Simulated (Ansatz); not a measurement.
**What a change does: single-point calculation on Ir**

System: Ir (1 atom in the cell).
Method of run 1: DFT PBE, spin-orbit coupling, plane waves, PAW (Ansatz 0.2.0).

Text and figures count atoms from 1; the logs count them from 0 in places.

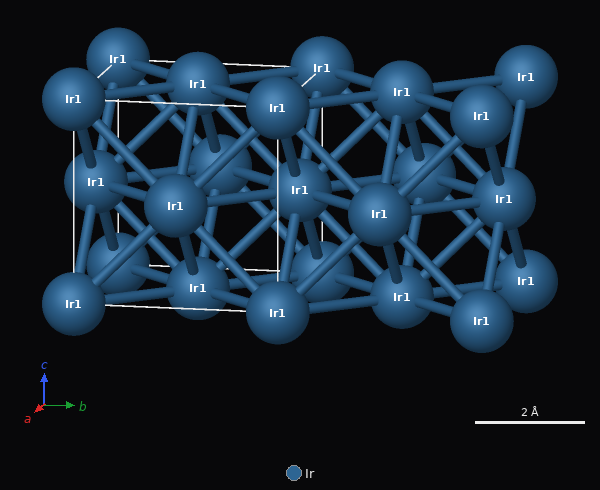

The structure as given in the input (ball-and-stick view of the cell 4 times as large as that of the calculation, set on its symmetry axes, repeated 1 × 2 × 1, seen slightly off an axis; atoms are numbered from 1 in the order of the input). An atom can appear more than once, as a periodic image. Near neighbours in the periodic cell (some may lie outside the picture): Ir has 12 Ir at 2.72 Å.

The input, run 1:
```yaml
crystal:
  lattice:
    - [0.0, 1.9200010851, 1.9200010851]
    - [1.9200010851, 0.0, 1.9200010851]
    - [1.9200010851, 1.9200010851, 0.0]
  atoms:
    - { symbol: Ir, position: [0.0, 0.0, 0.0] }
basis:
  ecutwfc: 420
  ecutrho_ratio: 4
kpoints:
  mp_grid: { grid: [12, 12, 12] }
hamiltonian:
  xc: pbe
scf:
  occupations: { method: gaussian, width: 0.05 }
output:
  forces: true
  stress: true
  eigenvalues: true
  populations: true
  states_by_energy: { minimum_broadening: 0.05 }
magnetization:
  noncollinear: true
  spin_orbit: true
```

Command:
```bash
ansatz run input.yaml --threads 4 --pin off --max-ram 9216MiB --backend cpu --events-out ev --progress --plain --runs-dir out
```

Hardware: 4 threads of Intel Xeon @ 2.50GHz (Skylake/Cascade Lake), 12 GiB of memory available, shared host.

Output, shortened to warnings, some set-up lines, iterations and results (run 1):
```
Basis set: ecut = 420 eV, 283 PW (Γ), exchange–correlation on 40×40×40 points (8 copies of the dense FFT grid, shifted against one another)
Symmetry: 48 space group operations + 48 with time reversal
k-points: 72 of 1728
Initial density: superposition of atomic densities (chi_scale 0.1, normalization cell)
[...]
SCF iter   1: F=—  HF=-11967.261944 eV  |F-HF|=—  |Δ(HF+E_count)|=         —  Δρ=4.82e-2  dr2=2.34e-1  dr2_m=0.00e0 (ungated)  ethr=3.10e-3  |M|=0.00e0 ∫|m|=0.00e0 μB  …
SCF iter   2: F=—  HF=-11967.198621 eV  |F-HF|=—  |Δ(HF+E_count)|=   6.33e-2  Δρ=2.61e-2  dr2=4.57e-2  dr2_m=0.00e0 (ungated)  ethr=1.37e-3  |M|=0.00e0 ∫|m|=0.00e0 μB  …
SCF iter   3: F=—  HF=-11967.186148 eV  |F-HF|=—  |Δ(HF+E_count)|=   1.25e-2  Δρ=9.18e-3  dr2=2.56e-3  dr2_m=0.00e0 (ungated)  ethr=2.69e-4  |M|=0.00e0 ∫|m|=0.00e0 μB  …
SCF iter   4: F=—  HF=-11967.185625 eV  |F-HF|=—  |Δ(HF+E_count)|=   5.23e-4  Δρ=4.22e-4  dr2=2.01e-5  dr2_m=0.00e0 (ungated)  ethr=1.51e-5  |M|=0.00e0 ∫|m|=0.00e0 μB  …
SCF iter   5: F=—  HF=-11967.185619 eV  |F-HF|=—  |Δ(HF+E_count)|=   6.46e-6  Δρ=7.66e-5  dr2=2.42e-7  dr2_m=0.00e0 (ungated)  ethr=1.18e-7  |M|=0.00e0 ∫|m|=0.00e0 μB  …
SCF iter   6: F=-11967.185619 eV  HF=-11967.185619 eV  |F-HF|=2.24e-10  |Δ(HF+E_count)|=   5.23e-8  Δρ=5.69e-6  dr2=1.37e-9  dr2_m=0.00e0 (ungated)  ethr=5.88e-10  |M|=0.00e0 …
SCF 1 converged in 6 iterations: F = -11967.185619 eV  dr2 = 1.37e-9
NSCF: frozen V_eff on 8 k-points
SCF converged after 6 iterations
Magnetization: |M| = 0.0000 μB,  M = (+0.0000, +0.0000, +0.0000) μB
Absolute magnetization: 0.0000 μB (∫|m|)
  site 0: m = (+0.0000, +0.0000, +0.0000) μB, |m| = 0.0000 μB  (R = 1.12 Å)
Free energy (F): -11967.185619 eV
Harris-Foulkes:  -11967.185619 eV  (|F-HF|=2.24e-10)
Internal energy: -11967.184422 eV  (E = F + TS)
E sigma→0 (E₀):  -11967.185021 eV
Entropy (-TS):   -0.001197 eV (-1.197 meV/atom)
Fermi energy:    26.015409 eV
--- Per-component energies (eV) ---
  E_band       = -87.164318
  E_kinetic    = 622.758588
  E_local      = -1061.217960  (includes V_loc(G=0)·N_el)
  E_nonlocal   = 64.372530
  E_hartree    = 408.116739
  E_xc         = -268.061510
  E_vxc        = -300.347584  (∫ρ·V_xc dr)
  E_paw        = -9248.793302  (= ΣΔE_a)
  E_vpaw       = -228.963651  (= ΣTr[D̂ρ^β])
  E_aug_tail   = 0.000060  (compensation charges beyond the density's cutoff)
  E_ewald      = -2484.359567
  E_smearing   = -0.001197  (= −TS)
  E_closure    = 0.000000  (closes the sum)
  Σ components = -11967.185619   (vs F -11967.185619, Δ=0.00e0)
--- Forces (eV/Å), atoms counted from 1 ---
  atom   1  Ir    -0.00000000    -0.00000000    -0.00000000
  max |Σ_I F_I| component: 6.05e-30 eV/Å
--- Stress (GPa, compression-positive) ---
        8.990184       0.000000       0.000000
       -0.000000       8.990184       0.000000
        0.000000      -0.000000       8.990184
  P = ⅓ Tr σ = 8.9902 GPa (89.902 kbar)
--- Löwdin populations: 1 site ---
  site symbol       q [e]
     0     Ir     16.7892
  spilling = 0.012400 (of n_electrons = 17.000000)
```

The input of run 2 differs as follows (lines with − go, lines with + come):
```diff
+  hubbard: { sites: [{ species: Ir, l: d, u_eff: 5.0 }], double_counting: fll }
-  eigenvalues: true
-  populations: true
-  states_by_energy: { minimum_broadening: 0.05 }
```

Predict how the results change.

The total energies belong to different models, so their difference says nothing on which is more stable or more accurate. The pressure goes from 8.99 to 10.01 GPa. The SCF takes 8 iterations against 6. On the same kind of shared host run 2 took about 0.0076 times as long.

Output, shortened to warnings, some set-up lines, iterations and results (run 2):
```
Basis set: ecut = 420 eV, 283 PW (Γ), exchange–correlation on 40×40×40 points (8 copies of the dense FFT grid, shifted against one another)
Symmetry: 48 space group operations + 48 with time reversal
k-points: 72 of 1728
Initial density: superposition of atomic densities (chi_scale 0.1, normalization cell)
[...]
SCF iter   1: F=—  HF=-11962.839670 eV  |F-HF|=—  |Δ(HF+E_count)|=         —  Δρ=3.73e-2  dr2=1.15e-1  dr2_m=0.00e0 (ungated)  ethr=6.72e-4  |M|=0.00e0 ∫|m|=0.00e0 μB  …
SCF iter   2: F=—  HF=-11962.954862 eV  |F-HF|=—  |Δ(HF+E_count)|=   1.15e-1  Δρ=2.33e-2  dr2=2.16e-2  dr2_m=0.00e0 (ungated)  ethr=6.72e-4  |M|=0.00e0 ∫|m|=0.00e0 μB  …
SCF iter   3: F=—  HF=-11963.128319 eV  |F-HF|=—  |Δ(HF+E_count)|=   1.73e-1  Δρ=9.31e-3  dr2=3.25e-3  dr2_m=0.00e0 (ungated)  ethr=1.27e-4  |M|=0.00e0 ∫|m|=0.00e0 μB  …
SCF iter   4: F=—  HF=-11963.142028 eV  |F-HF|=—  |Δ(HF+E_count)|=   1.37e-2  Δρ=2.94e-3  dr2=2.71e-4  dr2_m=0.00e0 (ungated)  ethr=1.91e-5  |M|=0.00e0 ∫|m|=0.00e0 μB  …
SCF iter   5: F=—  HF=-11963.143258 eV  |F-HF|=—  |Δ(HF+E_count)|=   1.23e-3  Δρ=5.38e-4  dr2=1.30e-5  dr2_m=0.00e0 (ungated)  ethr=1.59e-6  |M|=0.00e0 ∫|m|=0.00e0 μB  …
SCF iter   6: F=—  HF=-11963.143308 eV  |F-HF|=—  |Δ(HF+E_count)|=   4.99e-5  Δρ=2.01e-4  dr2=1.92e-6  dr2_m=0.00e0 (ungated)  ethr=7.66e-8  |M|=0.00e0 ∫|m|=0.00e0 μB  …
SCF iter   7: F=—  HF=-11963.143314 eV  |F-HF|=—  |Δ(HF+E_count)|=   6.17e-6  Δρ=4.50e-5  dr2=1.30e-7  dr2_m=0.00e0 (ungated)  ethr=1.13e-8  |M|=0.00e0 ∫|m|=0.00e0 μB  …
SCF iter   8: F=-11963.143315 eV  HF=-11963.143315 eV  |F-HF|=1.03e-8  |Δ(HF+E_count)|=   6.05e-7  Δρ=6.03e-6  dr2=2.39e-9  dr2_m=0.00e0 (ungated)  ethr=5.88e-10  |M|=0.00e0 …
SCF 1 converged in 8 iterations: F = -11963.143315 eV  dr2 = 2.39e-9
SCF converged after 8 iterations
Magnetization: |M| = 0.0000 μB,  M = (+0.0000, +0.0000, +0.0000) μB
Absolute magnetization: 0.0000 μB (∫|m|)
  site 0: m = (+0.0000, +0.0000, +0.0000) μB, |m| = 0.0000 μB  (R = 1.12 Å)
Free energy (F): -11963.143315 eV
Harris-Foulkes:  -11963.143315 eV  (|F-HF|=1.03e-8)
Internal energy: -11963.142772 eV  (E = F + TS)
E sigma→0 (E₀):  -11963.143044 eV
Entropy (-TS):   -0.000542 eV (-0.542 meV/atom)
Fermi energy:    24.844888 eV
--- Per-component energies (eV) ---
  E_band       = -94.847587
  E_kinetic    = 625.465706
  E_local      = -1068.422574  (includes V_loc(G=0)·N_el)
  E_nonlocal   = 65.428585
  E_hartree    = 412.642228
  E_xc         = -268.287807
  E_vxc        = -300.621784  (∫ρ·V_xc dr)
  E_hubbard    = 3.894222  (on-site DFT+U / exact-exchange correction)
  E_vhub       = -12.071360  (the Hubbard potential's part of the band-sum identity)
  E_paw        = -9249.503626  (= ΣΔE_a)
  E_vpaw       = -229.909114  (= ΣTr[D̂ρ^β])
  E_aug_tail   = 0.000061  (compensation charges beyond the density's cutoff)
  E_ewald      = -2484.359567
  E_smearing   = -0.000542  (= −TS)
  E_closure    = 0.000000  (closes the sum)
  Σ components = -11963.143315   (vs F -11963.143315, Δ=0.00e0)
--- Hubbard shell moments (per corrected site; Tr N, ν in electrons; μ in μ_B) ---
  shell 0: Tr N=7.9439  μ_S=(+0.0000, +0.0000, -0.0000)  μ_L=(+0.0000, +0.0000, -0.0000)  μ=(+0.0000, +0.0000, -0.0000)  ν=0.1427 (axis n/a)
--- Forces (eV/Å), atoms counted from 1 ---
  atom   1  Ir     0.00000000     0.00000000     0.00000000
  max |Σ_I F_I| component: 2.28e-25 eV/Å
--- Stress (GPa, compression-positive) ---
       10.008245       0.000000       0.000000
       -0.000000      10.008245      -0.000000
       -0.000000       0.000000      10.008245
  P = ⅓ Tr σ = 10.0082 GPa (100.082 kbar)
Occupation matrices written to [file]
```

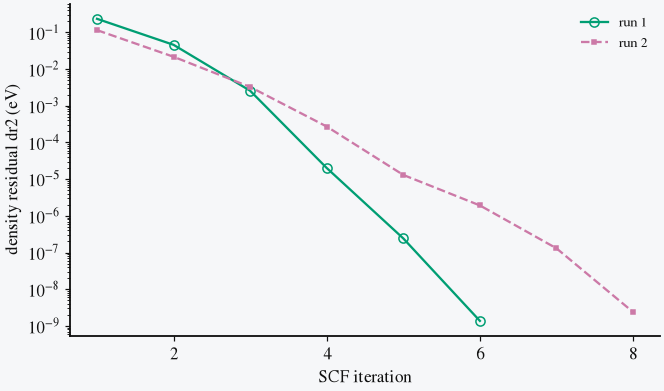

Convergence of the two runs: density residual dr2 against the SCF iteration. Run 1 takes 6 iterations in all, and run 2 takes 8.

The two runs side by side:

```csv
quantity,run 1,run 2
outcome,converged,converged
free energy per atom (eV),−11967.1856,−11963.1433
"energy per atom, smearing taken to zero (eV)",−11967.1850,−11963.1430
gap on the mesh (eV),0.00,–
net moment of the cell (μB),0.00,0.00
absolute moment of the cell (μB),0.00,0.00
pressure (GPa),8.99,10.01
largest force (eV/Å),0.000,0.000
SCF iterations,6,8
irreducible k-points,72,72
plane waves at Γ,283,283
wall time (shared host),11 min,5.1 s
```

For run 1: The cell is under a pressure of 9.0 GPa at this level, so it is not at its equilibrium volume. For run 2: The cell is under a pressure of 10.0 GPa at this level, so it is not at its equilibrium volume.
